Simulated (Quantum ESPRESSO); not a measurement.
**A series of single points on La**

System: La (Im-3m, 1 atom in the cell).
Method: Kohn-Sham DFT of a periodic cell, PBEsol, GBRV 1.5 PBEsol, no spin polarisation (Quantum ESPRESSO 7.5).

The 7 runs differ only in the geometry, by an even scaling of the cell at fixed fractional positions. The structure derives from a Materials Project entry.

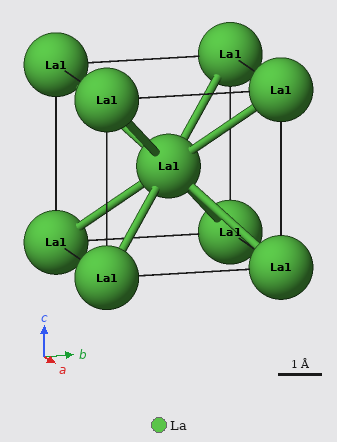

Figure 1. The structure of run 4 (ball-and-stick view of the cell 2 times as large as that of the calculation, set on its symmetry axes, seen slightly off an axis; atoms are numbered from 1 in the order of the input).

## The input of run 4
```
&CONTROL
  calculation = 'scf'
  prefix = 'pwscf'
  outdir = './tmp'
  pseudo_dir = './pseudo'
  tprnfor = .true.
  tstress = .true.
  disk_io = 'low'
/
&SYSTEM
  ibrav = 0
  nat = 1
  ntyp = 1
  ecutwfc = 45
  ecutrho = 360
  nbnd = 11
  occupations = 'smearing'
  smearing = 'fd'
  degauss = 0.00367493
/
&ELECTRONS
  conv_thr = 2d-10
  electron_maxstep = 120
  mixing_beta = 0.5
/
ATOMIC_SPECIES
La   138.9055 la_pbesol_v1.uspp.F.UPF
CELL_PARAMETERS angstrom
  -2.1238310710    2.1238310710    2.1238310710
   2.1238310710   -2.1238310710    2.1238310710
   2.1238310710    2.1238310710   -2.1238310710
ATOMIC_POSITIONS crystal
La     0.0000000000    0.0000000000    0.0000000000
K_POINTS automatic
9 9 9 0 0 0
```

## File pp_density.in of run 4
```
&INPUTPP
  prefix = 'pwscf'
  outdir = './tmp'
  filplot = 'density.dat'
  plot_num = 0
/
&PLOT
  nfile = 1
  filepp(1) = 'density.dat'
  iflag = 3
  output_format = 6
  fileout = 'density.cube'
/
```

## File pp_potential.in of run 4
```
&INPUTPP
  prefix = 'pwscf'
  outdir = './tmp'
  filplot = 'potential.dat'
  plot_num = 11
/
&PLOT
  nfile = 1
  filepp(1) = 'potential.dat'
  iflag = 3
  output_format = 6
  fileout = 'potential.cube'
/
```

Command:
```bash
OMP_NUM_THREADS=1 mpirun -n 2 pw.x -nk 2 -in pw.in > pw.out
OMP_NUM_THREADS=1 mpirun -n 1 pp.x -in pp_density.in > pp_density.out
OMP_NUM_THREADS=1 mpirun -n 1 pp.x -in pp_potential.in > pp_potential.out
```

Lattice vectors (Å) and fractional positions of run 4:
```
  -2.123831    2.123831    2.123831
   2.123831   -2.123831    2.123831
   2.123831    2.123831   -2.123831
La  0.000000  0.000000  0.000000
```

Run 5 has the same physical settings and fractional positions; its lattice vectors (Å) are:
```
  -2.137897    2.137897    2.137897
   2.137897   -2.137897    2.137897
   2.137897    2.137897   -2.137897
```

## Results, with one run withheld

```tsv
run	volume per atom (Å³)	free energy per atom, from the lowest run given (meV)	pressure (GPa)
1	36.020	0.00	−1.00
2	36.787	6.02	−1.52
3	37.553	14.43	−2.00
4	38.320	25.02	−2.43
5	39.086	?	?
6	39.852	52.04	−3.20
7	40.619	68.16	−3.54
```

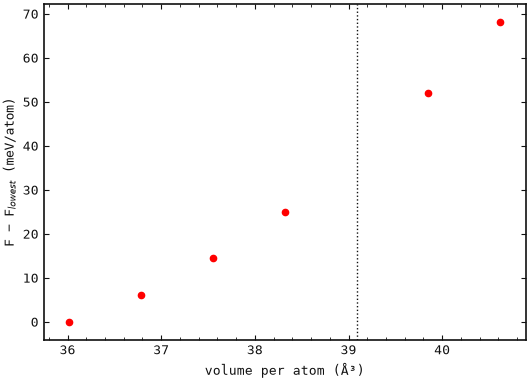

Figure 2. Free energy per atom of the runs given; the dotted line marks run 5.

Fit the runs given and predict run 5.

A cubic polynomial in V^(−2/3) (the Birch–Murnaghan form), fitted to the 6 runs given, misses them by at most 0.01 meV per atom. With x = V^(−2/3) − 0.08826 Å⁻², it reads F = 22.317 − 9424.1 x + 8.6455e+05 x² − 4.3988e+06 x³ (meV per atom). At run 5 it gives 37.62 meV per atom, and the run itself gives 37.61. The slope of the fit gives a pressure −dF/dV of −2.83 GPa there, and the run prints −2.83 GPa. The fit has no minimum inside this range.

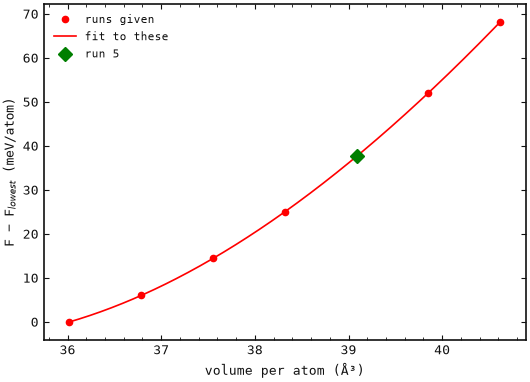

Figure 3. The fit and the withheld run.

## Some lines of the output (run 5)
```
[...]
     number of k points=    35  Fermi-Dirac smearing, width (Ry)=  0.0037
     total energy              =    -102.17690113 Ry
     total energy              =    -102.17723338 Ry
     total energy              =    -102.17736304 Ry
     total energy              =    -102.17735558 Ry
     total energy              =    -102.17737824 Ry
     total energy              =    -102.17737923 Ry
     total energy              =    -102.17737938 Ry
     total energy              =    -102.17737939 Ry
     the Fermi energy is    10.4871 ev
!    total energy              =    -102.17737939 Ry
     The total energy is F=E-TS. E is the sum of the following terms:
     Computing stress (Cartesian axis) and pressure
          total   stress  (Ry/bohr**3)                   (kbar)     P=      -28.31
```

Notes on the run: negative rho.
